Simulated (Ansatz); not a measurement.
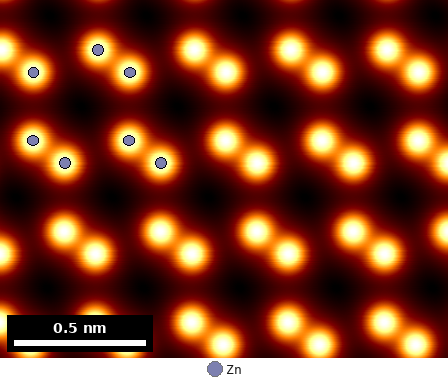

Integrated-DPC-like image of Zn (Fd-3m, No. 227) along [110]. Simulated as the projected potential of neutral atoms (B = 0.3 Å²) blurred by a 0.67 Å probe, the thin-sample limit of integrated differential phase contrast. The display is stretched by a gamma of 0.65; percentages refer to the linear signal. A slight drift was added. Structure: the input geometry of an electronic-structure calculation (not necessarily at equilibrium); the starting structure was generated, so it need not be a known form of this composition.

Coloured dots in one corner mark the columns of the model.

What can be read from this image?

Answer. The columns repeat on a centred rectangular net of 4.22 × 5.97 Å (plane group c2mm). All columns are alike (Zn). The shortest distance between visible columns is 1.49 Å in projection. Along the beam the structure repeats every 4.22 Å.
